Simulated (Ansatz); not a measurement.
Input

```
crystal:
  lattice:
    - [3.9062631049, 0.0, 0.0]
    - [-1.9531315524, 3.3829230828, 0.0]
    - [0.0, 0.0, 5.7472849063]
  atoms:
    - { symbol: Zr, position: [0.0, 0.0, 0.0] }
    - { symbol: Se, position: [0.3333333333, 0.6666666667, 0.2751637935] }
    - { symbol: Se, position: [0.6666666667, 0.3333333333, 0.7248362065] }
basis:
  ecutwfc: 420
kpoints:
  mp_grid: { grid: [15, 15, 8] }
hamiltonian:
  xc: pbesol
  pseudopotentials: { kind: paw, azcp: { folder: soft_1 } }
  dispersion: d3bj
scf:
  occupations: { method: gaussian, width: 0.15 }
output:
  forces: true
  stress: true
  eigenvalues: true
  write_density: true
  write_potential: true
  elf: true
  volumetric_format: npy
```

Command:

```sh
ansatz run input.yaml --threads 1 --pin off --max-ram 2048MiB --backend cpu --events-out ev --progress --plain --runs-dir out
```

Below, planes, directions and counts refer to the conventional cell (a = 3.91 Å, b = 3.91 Å, c = 5.75 Å, α = 90.00°, β = 90.00°, γ = 120.00°).

Space group P-3m1; not relaxed (largest force 0.8 eV/Å); computed pressure about −8 GPa in this cell; PAW files of the earlier set (soft_1).

Theory: Ansatz, DFT PBEsol+D3(BJ), scalar-relativistic, plane waves, PAW.

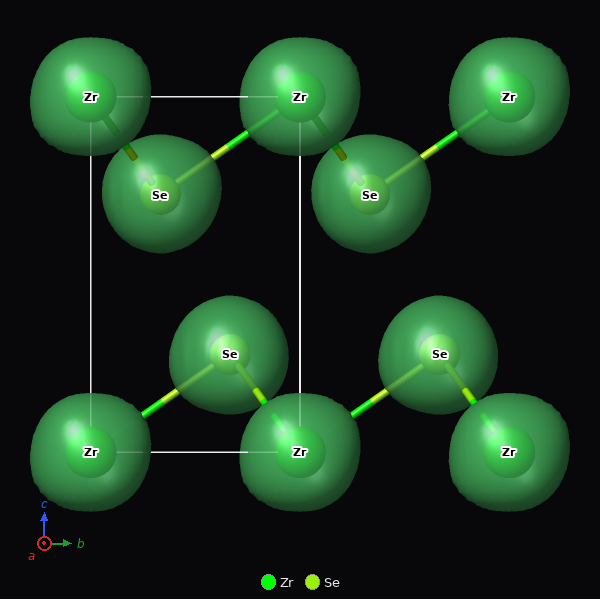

ZrSe₂. Isosurface of the valence charge density (pseudo) at 0.6 e/Å³ (green), seen along the a axis. Sticks mark near contacts.

Core electrons are frozen (PAW), and the valence fields are smoothed inside the atomic spheres.

### Which contacts does the surface bridge?

At this value the density breaks into separate islands; it holds about 75 % of the electrons treated as valence (semicore included). It bridges none of the near contacts. It is pinched off along the shortest Zr–Se (2.75 Å) contacts. On the grid the lowest density along these lines, outside the cores, is 0.35 e/Å³ (Zr–Se, 2.75 Å).

### Does the calculation make it a metal, or give it a gap?

It is gapless in this calculation (a metal or semimetal).
